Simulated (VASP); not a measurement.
**Si: density, localisation and related maps**

```yaml
crystal:
  lattice:
    - [2.37111, 0.00000, 0.00000]
    - [0.00000, 2.44378, 0.00000]
    - [0.00000, 0.00000, 23.80000]
  atoms:
    - { symbol: Si, position: [0.50000, 0.50000, 0.29412] }
```

Method: VASP, Kohn-Sham DFT of a periodic cell, PBE, VASP PAW PBE potentials, recommended.

In a PAW calculation such maps are meaningful between the atoms, not at the nuclei.

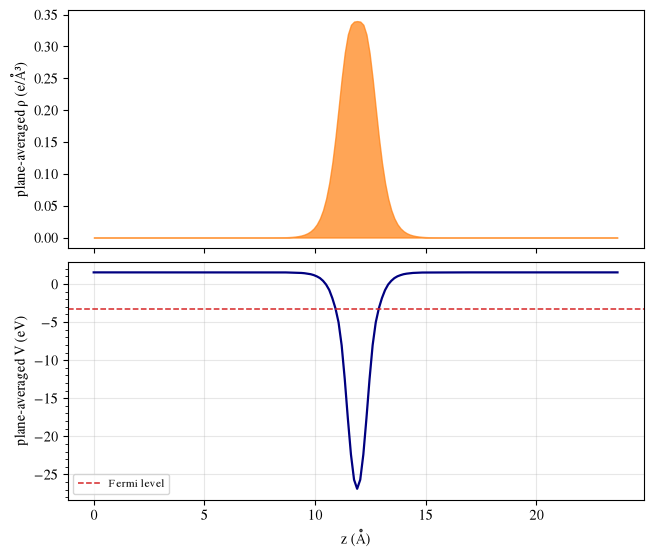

Figure 1. Plane average of the electrostatic potential (local pseudopotential plus Hartree) felt by an electron and of the valence electron density across the slab.

How far above the Fermi level of the calculation is the vacuum level?

Answer. 4.8 eV.

How thick is the slab, and how wide the vacuum?

Answer. The outermost nuclei are 0.0 Å apart, in 1 atomic plane; the vacuum between periodic images is 23.8 Å wide.

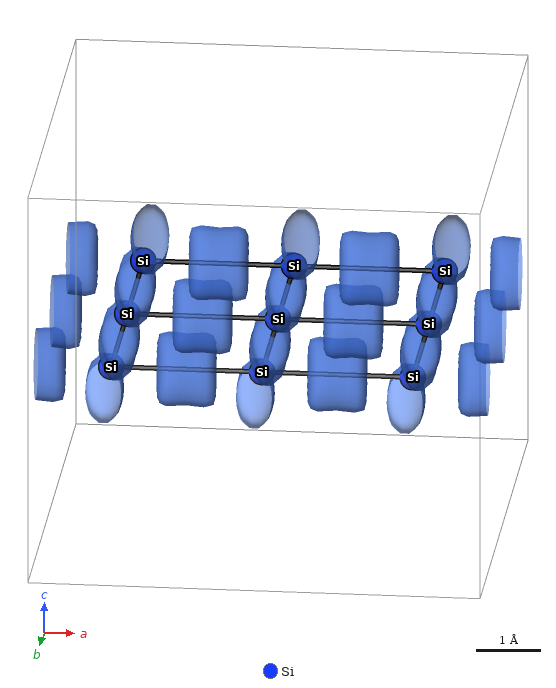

Figure 2. Isosurface of the ELF at 0.8 (blue), seen at an oblique angle. Only the valence region is drawn (cores and ρ < 0.01 e/Å³ removed). Sticks mark near contacts.

Describe the localisation domains.

Answer. The surface consists of two regions between bonded Si–Si atoms (shared pairs), counted in one cell of 1 atoms. Counts are for one cell; the picture repeats the cell along the surface. Along the contacts the grid gives the following. Si–Si (2.37 Å): the ELF peaks at about 0.85 between the atoms (a covalent bond). Si–Si (2.44 Å): the ELF peaks at about 0.85 between the atoms (localised, covalent bonding).

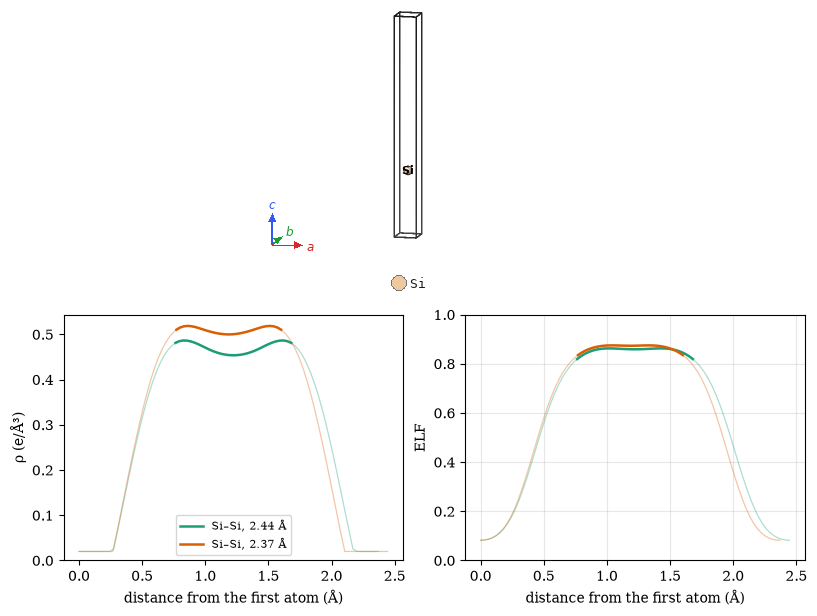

Figure 3. Valence charge density (pseudo) and electron localisation function along straight lines between neighbouring atoms. Thin, pale parts lie inside the atomic spheres. The structure is drawn too.

What can be read from the curves?

Answer. Si–Si (2.44 Å): ρ at the midpoint is about 0.45 e/Å³; the ELF peaks at about 0.85 between the atoms; a shared electron pair.
Si–Si (2.37 Å): ρ is about 0.5 e/Å³ halfway; the ELF peaks at about 0.85 between the atoms; a shared electron pair.
